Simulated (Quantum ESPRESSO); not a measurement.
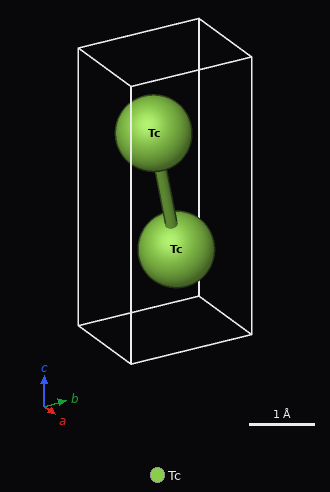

*The structure as given in the input (ball-and-stick view of the cell of the calculation, seen slightly off an axis). An atom can appear more than once, as a periodic image.*

# Band-structure run of Tc (part 1 of 2)

System: Tc (2 atoms in the cell).
Method: Kohn-Sham DFT of a periodic cell, PBE, SSSP 1.3 efficiency PBE, no spin polarisation (Quantum ESPRESSO 7.5).

The structure derives from an entry of the Crystallography Open Database.

### Input
```
&CONTROL
  calculation = 'scf'
  prefix = 'pwscf'
  outdir = './tmp'
  pseudo_dir = './pseudo'
  tprnfor = .true.
  tstress = .true.
  disk_io = 'low'
/
&SYSTEM
  ibrav = 0
  celldm(1) = 8
  nat = 2
  ntyp = 1
  ecutwfc = 60
  nbnd = 22
  occupations = 'smearing'
  smearing = 'fd'
  degauss = 0.00367493
/
&ELECTRONS
  conv_thr = 4d-10
  electron_maxstep = 120
  mixing_beta = 0.5
/
ATOMIC_SPECIES
Tc    97.9072 Tc_ONCV_PBE-1.0.oncvpsp.upf
CELL_PARAMETERS alat
  0.6472311976843   0.0000000000000   0.0000000000000
 -0.3236155988422   0.5605186593237   0.0000000000000
  0.0000000000000   0.0000000000000   1.0388769370130
ATOMIC_POSITIONS crystal
Tc     0.6666666667    0.3333333333    0.7500000000
Tc     0.3333333333    0.6666666667    0.2500000000
K_POINTS automatic
11 11 6 0 0 0
```

### File bands.in
```
&CONTROL
  calculation = 'bands'
  prefix = 'pwscf'
  outdir = './tmp'
  pseudo_dir = './pseudo'
  disk_io = 'low'
  verbosity = 'high'
/
&SYSTEM
  ibrav = 0
  celldm(1) = 8
  nat = 2
  ntyp = 1
  ecutwfc = 60
  nbnd = 22
  occupations = 'smearing'
  smearing = 'fd'
  degauss = 0.00367493
/
&ELECTRONS
  conv_thr = 1d-08
  electron_maxstep = 120
  mixing_beta = 0.5
  diago_full_acc = .true.
  startingwfc = 'random'
/
ATOMIC_SPECIES
Tc    97.9072 Tc_ONCV_PBE-1.0.oncvpsp.upf
CELL_PARAMETERS alat
  0.6472311976843   0.0000000000000   0.0000000000000
 -0.3236155988422   0.5605186593237   0.0000000000000
  0.0000000000000   0.0000000000000   1.0388769370130
ATOMIC_POSITIONS crystal
Tc     0.6666666667    0.3333333333    0.7500000000
Tc     0.3333333333    0.6666666667    0.2500000000
K_POINTS crystal
60
 0.0000000000  0.0000000000  0.0000000000 1
 0.0714285714  0.0000000000  0.0000000000 1
 0.1428571429  0.0000000000  0.0000000000 1
 0.2142857143  0.0000000000  0.0000000000 1
 0.2857142857  0.0000000000  0.0000000000 1
 0.3571428571  0.0000000000  0.0000000000 1
 0.4285714286  0.0000000000  0.0000000000 1
 0.5000000000  0.0000000000  0.0000000000 1
 0.4583333333  0.0833333333  0.0000000000 1
 0.4166666667  0.1666666667  0.0000000000 1
 0.3750000000  0.2500000000  0.0000000000 1
 0.3333333333  0.3333333333  0.0000000000 1
 0.2962962963  0.2962962963  0.0000000000 1
 0.2592592593  0.2592592593  0.0000000000 1
 0.2222222222  0.2222222222  0.0000000000 1
 0.1851851852  0.1851851852  0.0000000000 1
 0.1481481481  0.1481481481  0.0000000000 1
 0.1111111111  0.1111111111  0.0000000000 1
 0.0740740741  0.0740740741  0.0000000000 1
 0.0370370370  0.0370370370  0.0000000000 1
 0.0000000000  0.0000000000  0.0000000000 1
 0.0000000000  0.0000000000  0.1250000000 1
 0.0000000000  0.0000000000  0.2500000000 1
 0.0000000000  0.0000000000  0.3750000000 1
 0.0000000000  0.0000000000  0.5000000000 1
 0.0625000000  0.0000000000  0.5000000000 1
 0.1250000000  0.0000000000  0.5000000000 1
 0.1875000000  0.0000000000  0.5000000000 1
 0.2500000000  0.0000000000  0.5000000000 1
 0.3125000000  0.0000000000  0.5000000000 1
 0.3750000000  0.0000000000  0.5000000000 1
 0.4375000000  0.0000000000  0.5000000000 1
 0.5000000000  0.0000000000  0.5000000000 1
 0.4666666667  0.0666666667  0.5000000000 1
 0.4333333333  0.1333333333  0.5000000000 1
 0.4000000000  0.2000000000  0.5000000000 1
 0.3666666667  0.2666666667  0.5000000000 1
 0.3333333333  0.3333333333  0.5000000000 1
 0.3030303030  0.3030303030  0.5000000000 1
 0.2727272727  0.2727272727  0.5000000000 1
 0.2424242424  0.2424242424  0.5000000000 1
 0.2121212121  0.2121212121  0.5000000000 1
 0.1818181818  0.1818181818  0.5000000000 1
 0.1515151515  0.1515151515  0.5000000000 1
 0.1212121212  0.1212121212  0.5000000000 1
 0.0909090909  0.0909090909  0.5000000000 1
 0.0606060606  0.0606060606  0.5000000000 1
 0.0303030303  0.0303030303  0.5000000000 1
 0.0000000000  0.0000000000  0.5000000000 1
 0.5000000000  0.0000000000  0.5000000000 1
 0.5000000000  0.0000000000  0.4000000000 1
 0.5000000000  0.0000000000  0.3000000000 1
 0.5000000000  0.0000000000  0.2000000000 1
 0.5000000000  0.0000000000  0.1000000000 1
 0.5000000000  0.0000000000  0.0000000000 1
 0.3333333333  0.3333333333  0.0000000000 1
 0.3333333333  0.3333333333  0.1250000000 1
 0.3333333333  0.3333333333  0.2500000000 1
 0.3333333333  0.3333333333  0.3750000000 1
 0.3333333333  0.3333333333  0.5000000000 1
```

Command:
```bash
OMP_NUM_THREADS=1 pw.x -in pw.in > pw.out
OMP_NUM_THREADS=1 pw.x -in bands.in > bands.out
```

### Log
```
This program is part of the open-source Quantum ESPRESSO suite
     for quantum simulation of materials; please cite
         "P. Giannozzi et al., J. Phys.:Condens. Matter 21 395502 (2009);
         "P. Giannozzi et al., J. Phys.:Condens. Matter 29 465901 (2017);
         "P. Giannozzi et al., J. Chem. Phys. 152 154105 (2020);
          URL
     in publications or presentations arising from this work. More details at

     Message from routine setup:
     using ibrav=0 with symmetry is DISCOURAGED, use correct ibrav instead

     G-vector sticks info
     --------------------
     sticks:   dense  smooth     PW     G-vecs:    dense   smooth      PW
     Sum         439     439    139                12107    12107    2069

     Using Slab Decomposition

     bravais-lattice index     =            0
     lattice parameter (alat)  =       8.0000  a.u.
     unit-cell volume          =     192.9672 (a.u.)^3
     number of atoms/cell      =            2
     number of atomic types    =            1
     number of electrons       =        30.00
     number of Kohn-Sham states=           22
     kinetic-energy cutoff     =      60.0000  Ry
     charge density cutoff     =     240.0000  Ry
     scf convergence threshold =      4.0E-10
     mixing beta               =       0.5000
     number of iterations used =            8  plain     mixing
     Exchange-correlation= PBE
                           (   1   4   3   4   0   0   0)

     celldm(1)=   8.000000  celldm(2)=   0.000000  celldm(3)=   0.000000
     celldm(4)=   0.000000  celldm(5)=   0.000000  celldm(6)=   0.000000

     crystal axes: (cart. coord. in units of alat)
               a(1) = (   0.647231   0.000000   0.000000 )
               a(2) = (  -0.323616   0.560519   0.000000 )
               a(3) = (   0.000000   0.000000   1.038877 )

     reciprocal axes: (cart. coord. in units 2 pi/alat)
               b(1) = (  1.545043  0.892031 -0.000000 )
               b(2) = (  0.000000  1.784062  0.000000 )
               b(3) = (  0.000000 -0.000000  0.962578 )

     PseudoPot. # 1 for Tc read from file:
     Tc_ONCV_PBE-1.0.oncvpsp.upf
     Pseudo is Norm-conserving, Zval = 15.0
     Generated using ONCVPSP code by D. R. Hamann
     Using radial grid of 1492 points,  6 beta functions with:
                l(1) =   0
                l(2) =   0
                l(3) =   1
                l(4) =   1
                l(5) =   2
                l(6) =   2

     atomic species   valence    mass     pseudopotential
     Tc               15.00    97.90720     Tc( 1.00)

     24 Sym. Ops., with inversion, found (12 have fractional translation)

   Cartesian axes

     site n.     atom                  positions (alat units)
         1        Tc     tau(   1) = (   0.3236156   0.1868396   0.7791577  )
         2        Tc     tau(   2) = (  -0.0000000   0.3736791   0.2597192  )

     number of k points=    64  Fermi-Dirac smearing, width (Ry)=  0.0037
                       cart. coord. in units 2pi/alat
        k(    1) = (   0.0000000   0.0000000   0.0000000), wk =   0.0027548
        k(    2) = (   0.0000000   0.0000000   0.1604297), wk =   0.0055096
        k(    3) = (   0.0000000   0.0000000   0.3208593), wk =   0.0055096
        k(    4) = (   0.0000000   0.0000000  -0.4812890), wk =   0.0027548
        k(    5) = (   0.0000000   0.1621874   0.0000000), wk =   0.0165289
        k(    6) = (   0.0000000   0.1621874   0.1604297), wk =   0.0330579
        k(    7) = (   0.0000000   0.1621874   0.3208593), wk =   0.0330579
        k(    8) = (   0.0000000   0.1621874  -0.4812890), wk =   0.0165289
        k(    9) = (   0.0000000   0.3243749   0.0000000), wk =   0.0165289
        k(   10) = (   0.0000000   0.3243749   0.1604297), wk =   0.0330579
        k(   11) = (   0.0000000   0.3243749   0.3208593), wk =   0.0330579
        k(   12) = (   0.0000000   0.3243749  -0.4812890), wk =   0.0165289
        k(   13) = (   0.0000000   0.4865623   0.0000000), wk =   0.0165289
        k(   14) = (   0.0000000   0.4865623   0.1604297), wk =   0.0330579
        k(   15) = (   0.0000000   0.4865623   0.3208593), wk =   0.0330579
        k(   16) = (   0.0000000   0.4865623  -0.4812890), wk =   0.0165289
        k(   17) = (   0.0000000   0.6487498   0.0000000), wk =   0.0165289
        k(   18) = (   0.0000000   0.6487498   0.1604297), wk =   0.0330579
        k(   19) = (   0.0000000   0.6487498   0.3208593), wk =   0.0330579
        k(   20) = (   0.0000000   0.6487498  -0.4812890), wk =   0.0165289
        k(   21) = (   0.0000000   0.8109372   0.0000000), wk =   0.0165289
        k(   22) = (   0.0000000   0.8109372   0.1604297), wk =   0.0330579
        k(   23) = (   0.0000000   0.8109372   0.3208593), wk =   0.0330579
        k(   24) = (   0.0000000   0.8109372  -0.4812890), wk =   0.0165289
        k(   25) = (   0.1404585   0.2432812   0.0000000), wk =   0.0165289
        k(   26) = (   0.1404585   0.2432812   0.1604297), wk =   0.0330579
        k(   27) = (   0.1404585   0.2432812   0.3208593), wk =   0.0330579
        k(   28) = (   0.1404585   0.2432812  -0.4812890), wk =   0.0165289
        k(   29) = (   0.1404585   0.4054686   0.0000000), wk =   0.0330579
        k(   30) = (   0.1404585   0.4054686   0.1604297), wk =   0.0661157
        k(   31) = (   0.1404585   0.4054686   0.3208593), wk =   0.0661157
        k(   32) = (   0.1404585   0.4054686  -0.4812890), wk =   0.0330579
        k(   33) = (   0.1404585   0.5676561   0.0000000), wk =   0.0330579
        k(   34) = (   0.1404585   0.5676561   0.1604297), wk =   0.0661157
        k(   35) = (   0.1404585   0.5676561   0.3208593), wk =   0.0661157
        k(   36) = (   0.1404585   0.5676561  -0.4812890), wk =   0.0330579
        k(   37) = (   0.1404585   0.7298435   0.0000000), wk =   0.0330579
        k(   38) = (   0.1404585   0.7298435   0.1604297), wk =   0.0661157
        k(   39) = (   0.1404585   0.7298435   0.3208593), wk =   0.0661157
        k(   40) = (   0.1404585   0.7298435  -0.4812890), wk =   0.0330579
        k(   41) = (   0.1404585   0.8920310   0.0000000), wk =   0.0165289
        k(   42) = (   0.1404585   0.8920310   0.1604297), wk =   0.0330579
        k(   43) = (   0.1404585   0.8920310   0.3208593), wk =   0.0330579
        k(   44) = (   0.1404585   0.8920310  -0.4812890), wk =   0.0165289
        k(   45) = (   0.2809169   0.4865623   0.0000000), wk =   0.0165289
        k(   46) = (   0.2809169   0.4865623   0.1604297), wk =   0.0330579
        k(   47) = (   0.2809169   0.4865623   0.3208593), wk =   0.0330579
        k(   48) = (   0.2809169   0.4865623  -0.4812890), wk =   0.0165289
        k(   49) = (   0.2809169   0.6487498   0.0000000), wk =   0.0330579
        k(   50) = (   0.2809169   0.6487498   0.1604297), wk =   0.0661157
        k(   51) = (   0.2809169   0.6487498   0.3208593), wk =   0.0661157
        k(   52) = (   0.2809169   0.6487498  -0.4812890), wk =   0.0330579
        k(   53) = (   0.2809169   0.8109372   0.0000000), wk =   0.0330579
        k(   54) = (   0.2809169   0.8109372   0.1604297), wk =   0.0661157
        k(   55) = (   0.2809169   0.8109372   0.3208593), wk =   0.0661157
        k(   56) = (   0.2809169   0.8109372  -0.4812890), wk =   0.0330579
        k(   57) = (   0.4213754   0.7298435   0.0000000), wk =   0.0165289
        k(   58) = (   0.4213754   0.7298435   0.1604297), wk =   0.0330579
        k(   59) = (   0.4213754   0.7298435   0.3208593), wk =   0.0330579
        k(   60) = (   0.4213754   0.7298435  -0.4812890), wk =   0.0165289
        k(   61) = (   0.4213754   0.8920310   0.0000000), wk =   0.0165289
        k(   62) = (   0.4213754   0.8920310   0.1604297), wk =   0.0330579
        k(   63) = (   0.4213754   0.8920310   0.3208593), wk =   0.0330579
        k(   64) = (   0.4213754   0.8920310  -0.4812890), wk =   0.0165289

     Dense  grid:    12107 G-vectors     FFT dimensions: (  25,  25,  48)

     Initial potential from superposition of free atoms

     starting charge      29.9986, renormalised to      30.0000
     Starting wfcs are   20 randomized atomic wfcs +    2 random wfcs

     Self-consistent Calculation

     iteration #  1     ecut=    60.00 Ry     beta= 0.50
     Davidson diagonalization with overlap
     ethr =  1.00E-02,  avg # of iterations =  3.4

     Threshold (ethr) on eigenvalues was too large:
     Diagonalizing with lowered threshold

     Davidson diagonalization with overlap
     ethr =  1.59E-04,  avg # of iterations =  2.0

     total energy              =    -322.50010981 Ry
     estimated scf accuracy    <       0.05210782 Ry

     iteration #  2     ecut=    60.00 Ry     beta= 0.50
     Davidson diagonalization with overlap
     ethr =  1.74E-04,  avg # of iterations =  2.0

     total energy              =    -322.50872053 Ry
     estimated scf accuracy    <       0.00085282 Ry

     iteration #  3     ecut=    60.00 Ry     beta= 0.50
     Davidson diagonalization with overlap
     ethr =  2.84E-06,  avg # of iterations =  3.5

     total energy              =    -322.50881351 Ry
     estimated scf accuracy    <       0.00014325 Ry

     iteration #  4     ecut=    60.00 Ry     beta= 0.50
     Davidson diagonalization with overlap
     ethr =  4.78E-07,  avg # of iterations =  1.3

     total energy              =    -322.50882151 Ry
     estimated scf accuracy    <       0.00000534 Ry

     iteration #  5     ecut=    60.00 Ry     beta= 0.50
     Davidson diagonalization with overlap
     ethr =  1.78E-08,  avg # of iterations =  2.0

     total energy              =    -322.50882264 Ry
     estimated scf accuracy    <       0.00000044 Ry

     iteration #  6     ecut=    60.00 Ry     beta= 0.50
     Davidson diagonalization with overlap
     ethr =  1.48E-09,  avg # of iterations =  2.0

     total energy              =    -322.50882272 Ry
     estimated scf accuracy    <          5.1E-09 Ry

     iteration #  7     ecut=    60.00 Ry     beta= 0.50
     Davidson diagonalization with overlap
     ethr =  1.69E-11,  avg # of iterations =  2.0

     total energy              =    -322.50882272 Ry
     estimated scf accuracy    <          1.0E-09 Ry

     iteration #  8     ecut=    60.00 Ry     beta= 0.50
     Davidson diagonalization with overlap
     ethr =  3.48E-12,  avg # of iterations =  2.0

     End of self-consistent calculation

          k = 0.0000 0.0000 0.0000 (  1485 PWs)   bands (ev):

   -44.0687 -43.8281 -16.6943 -15.5900 -15.5900 -15.4041 -15.4041 -15.3611
    15.4354  17.3068  21.1805  21.1805  21.2421  21.8975  21.8975  22.6170
    22.6170  24.4192  25.2749  25.2749  33.8287  37.3609

          k = 0.0000 0.0000 0.1604 (  1503 PWs)   bands (ev):

   -44.0529 -43.8445 -16.6096 -15.5777 -15.5777 -15.4555 -15.4167 -15.4167
    15.7375  17.3972  21.0484  21.0484  21.0866  21.7240  21.7240  23.0013
    23.0013  23.5727  25.2816  25.2816  34.9770  36.8530

          k = 0.0000 0.0000 0.3209 (  1520 PWs)   bands (ev):

   -44.0095 -43.8892 -16.3751 -15.7095 -15.5439 -15.5439 -15.4509 -15.4509
    16.5294  17.5548  20.7768  20.9390  20.9390  21.3590  21.3590  21.9567
    23.7968  23.7968  25.1224  25.1224  36.5775  37.2877

          k = 0.0000 0.0000-0.4813 (  1520 PWs)   bands (ev):

   -43.9496 -43.9496 -16.0471 -16.0471 -15.4975 -15.4975 -15.4975 -15.4975
    17.3491  17.3491  20.8535  20.8535  21.0493  21.0493  21.0493  21.0493
    24.5973  24.5973  24.5973  24.5973  36.9962  36.9962

          k = 0.0000 0.1622 0.0000 (  1513 PWs)   bands (ev):

   -44.0536 -43.8214 -16.6608 -15.6659 -15.6146 -15.4821 -15.4148 -15.3752
    15.7431  17.5556  20.6554  21.4479  21.6492  21.7808  22.1462  22.1857
    22.4127  23.1655  25.4004  27.0255  33.7818  37.9481

          k = 0.0000 0.1622 0.1604 (  1515 PWs)   bands (ev):

   -44.0383 -43.8373 -16.5819 -15.6508 -15.6014 -15.5383 -15.4283 -15.4217
    16.0329  17.6576  20.6669  21.2364  21.2719  21.3894  21.9551  22.6060
    22.8675  23.0899  25.3749  26.4689  34.9579  37.4401

          k = 0.0000 0.1622 0.3209 (  1523 PWs)   bands (ev):

   -43.9964 -43.8803 -16.3639 -15.7526 -15.6074 -15.5651 -15.4859 -15.4652
    16.8017  17.8458  20.6234  20.7245  20.8070  21.1468  21.5840  21.9825
    23.7082  23.8278  25.1442  25.6229  37.1369  37.2247

          k = 0.0000 0.1622-0.4813 (  1526 PWs)   bands (ev):

   -43.9386 -43.9386 -16.0604 -16.0604 -15.5488 -15.5488 -15.5153 -15.5153
    17.6354  17.6354  20.3127  20.3127  21.2134  21.2134  21.2647  21.2647
    24.5525  24.5525  24.7707  24.7707  37.4293  37.4293

          k = 0.0000 0.3244 0.0000 (  1517 PWs)   bands (ev):

   -44.0118 -43.8043 -16.5656 -15.8691 -15.6858 -15.6782 -15.4454 -15.4183
    16.5626  18.0924  20.1055  20.8137  21.3602  21.9515  22.2169  22.4036
    22.5329  22.8559  25.6488  29.2792  33.5990  38.8498

          k = 0.0000 0.3244 0.1604 (  1524 PWs)   bands (ev):

   -43.9981 -43.8184 -16.5074 -15.8441 -15.7403 -15.6628 -15.4612 -15.4521
    16.7935  18.2271  20.1670  20.4657  21.0915  21.7041  22.1244  22.5357
    22.8785  23.1241  25.5534  28.2418  34.8957  38.6133

          k = 0.0000 0.3244 0.3209 (  1532 PWs)   bands (ev):

   -43.9606 -43.8568 -16.3475 -15.9103 -15.7566 -15.6207 -15.5395 -15.5043
    17.4197  18.5151  19.7542  20.3114  20.6148  21.6397  21.7662  22.2130
    23.6268  24.0240  25.1794  26.6405  37.0154  38.3719

          k = 0.0000 0.3244-0.4813 (  1534 PWs)   bands (ev):
```
